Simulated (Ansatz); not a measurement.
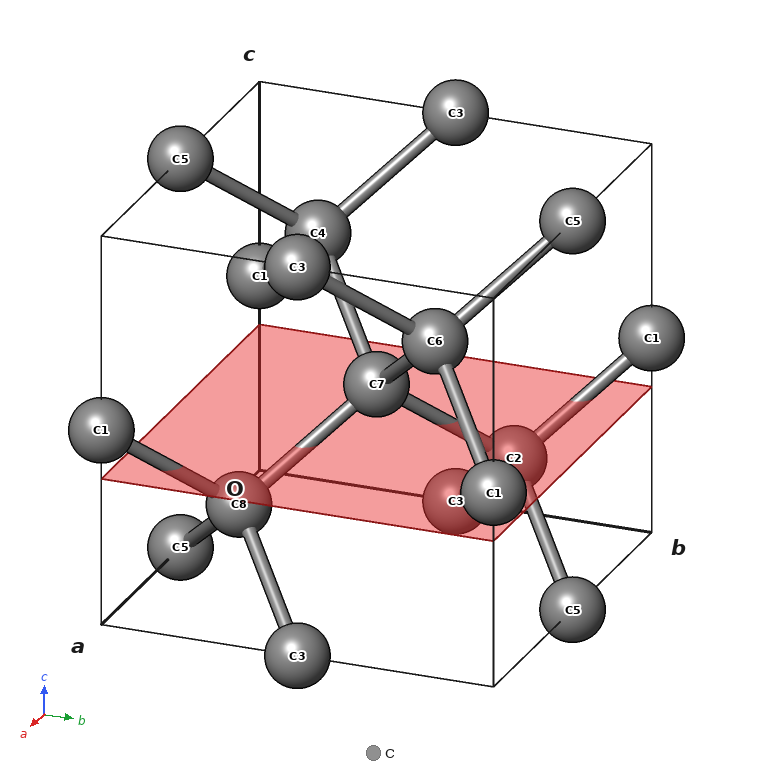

For C, the input geometry of an electronic-structure calculation (not necessarily at equilibrium); the starting structure was generated, so it need not be a known form of this composition: the shaded plane is a symmetry element of the crystal. All values are computed from the atomic coordinates in the standard setting (tolerance 0.002 Å).

a = 3.560 Å, b = 3.560 Å, c = 3.560 Å, α = 90.00°, β = 90.00°, γ = 90.00°.

```tsv
atom	x	y	z
C1	0.0000	0.0000	0.5000
C2	0.2500	0.7500	0.2500
C3	0.0000	0.5000	0.0000
C4	0.2500	0.2500	0.7500
C5	0.5000	0.0000	0.0000
C6	0.7500	0.7500	0.7500
C7	0.5000	0.5000	0.5000
C8	0.7500	0.2500	0.2500
```

Is it a mirror or a glide plane, and what is the operation?

It is a glide plane with glide vector (1/4, −1/4, 0), parallel to (0 0 1), through (1/2, 1/2, 3/8): x, y, z → x+1/4, y−1/4, −z+3/4.

Onto which atom does it carry each atom (up to whole multiples of a, b and c)?

C1 → C2, C2 → C7, C3 → C4, C4 → C5, C5 → C6, C6 → C3, C7 → C8, C8 → C1.
